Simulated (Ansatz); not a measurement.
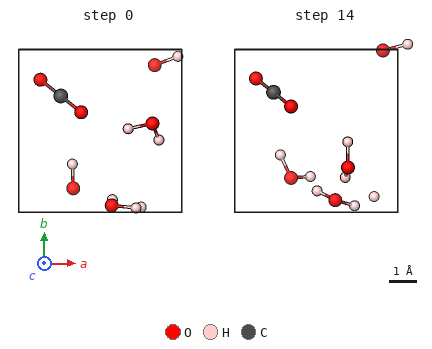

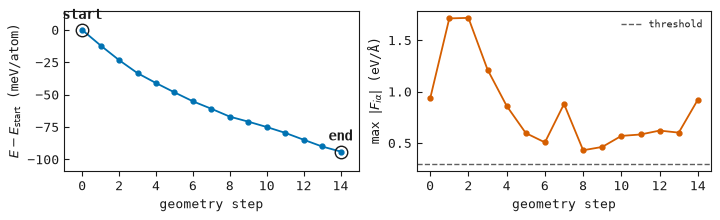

First and last geometry of a relaxation of an amorphous cell of composition H8CO6, with the history of the run. A ball-and-stick model of the cell of the calculation, seen along the c axis.

The cell holds 4 H2O + 1 CO2. The run prepares the start of a later molecular dynamics calculation, from a guessed geometry.

Computed with DFT PBE-D3(BJ), scalar-relativistic, plane waves, PAW (Ansatz). Settings: plane-wave cutoff 420 eV; k-point mesh 1 × 1 × 1; occupations fermi dirac; smearing width 0.02 eV; no spin polarisation; atoms relaxed in a fixed cell; force threshold 0.3 eV/Å; at most 15 steps.

Question: Read the history and describe the run.

Answer: The relaxation stopped without meeting its thresholds, so the last structure isn't shown to be converged. It used up its limit of 15 steps. The largest move is that of an O atom, 1.88 Å roughly along [−1 −2 0]. Largest moves by element: O 1.88 Å, H 1.82 Å, C 0.67 Å. The cell stays as it was. Near-neighbour distances that change, for instance: H–O 0.969 → 1.014 Å, H–O 0.969 → 0.992 Å, C–O 1.179 → 1.167 Å. The energy falls by 93.9 meV per atom in 14 geometry steps. Largest force component: 0.93 eV/Å at the start, 0.92 eV/Å at the end.

```csv
step,"E − E(0), meV/atom","largest force component, eV/Å"
0,0.00,0.9348
1,-11.99,1.7132
2,-23.28,1.7183
3,-33.36,1.2150
4,-40.99,0.8620
5,-48.18,0.5978
6,-55.09,0.5072
7,-60.84,0.8809
8,-66.94,0.4306
9,-70.78,0.4630
10,-74.94,0.5703
11,-79.44,0.5839
12,-84.75,0.6220
13,-89.98,0.6020
14,-93.87,0.9229
```

Limits of the set-up: the program's low-accuracy preset was used; the periodic images lie only 6.2 Å apart, so the values are limited by the cell's size.
